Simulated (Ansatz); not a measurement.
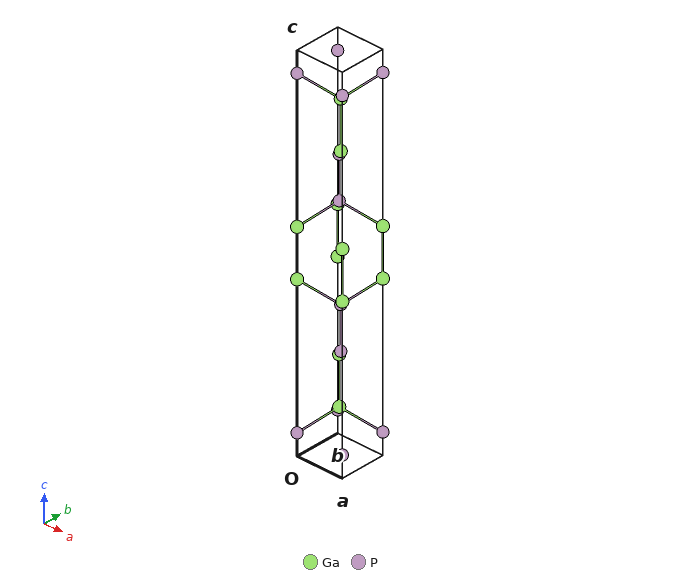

One unit cell is drawn above. Crystal: GaP, the input geometry of an electronic-structure calculation (not necessarily at equilibrium). Geometry calculated from the standardised cell; symmetry tolerance 0.002 Å.

```
Ga P
1.0
     3.88603    0.00000    0.00000
    -1.94302    3.36540    0.00000
     0.00000    0.00000   19.29243
Ga P
6 6
Direct
  0.66667 0.33333 0.76871
  0.66667 0.33333 0.89796
  0.33333 0.66667 0.10204
  0.33333 0.66667 0.23129
  0.00000 0.00000 0.43537
  0.00000 0.00000 0.56463
  0.33333 0.66667 0.72406
  0.00000 0.00000 0.94261
  0.00000 0.00000 0.05739
  0.66667 0.33333 0.27594
  0.66667 0.33333 0.39072
  0.33333 0.66667 0.60928
```

> What is its point group?

-3m (D3d), order 12, trigonal system: one threefold axis, three twofold axes, three mirror planes, an inversion centre.

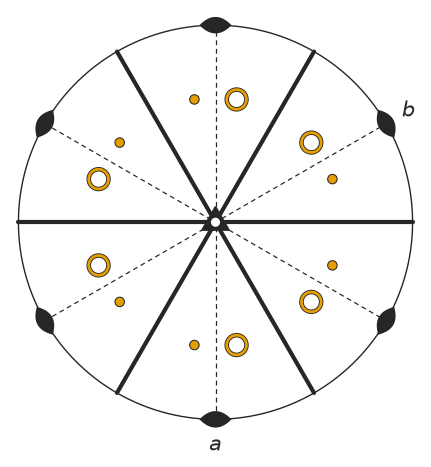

Stereographic projection: filled dots lie in the upper hemisphere, open rings in the lower; heavy lines are mirror planes (a heavy rim: a mirror in the plane of the page); lens, triangle, square and hexagon are 2-, 3-, 4- and 6-fold axes, a lens in an open square is −4, a triangle in an open hexagon −6; thin dashed diameters join the ends of axes that lie in the page; a small open circle marks inversion. The poles are one general form. The c axis points at the viewer.

> What does this class allow?

Class -3m is centrosymmetric, so neither piezoelectric nor pyroelectric; it is not chiral. Its Laue class is -3m.
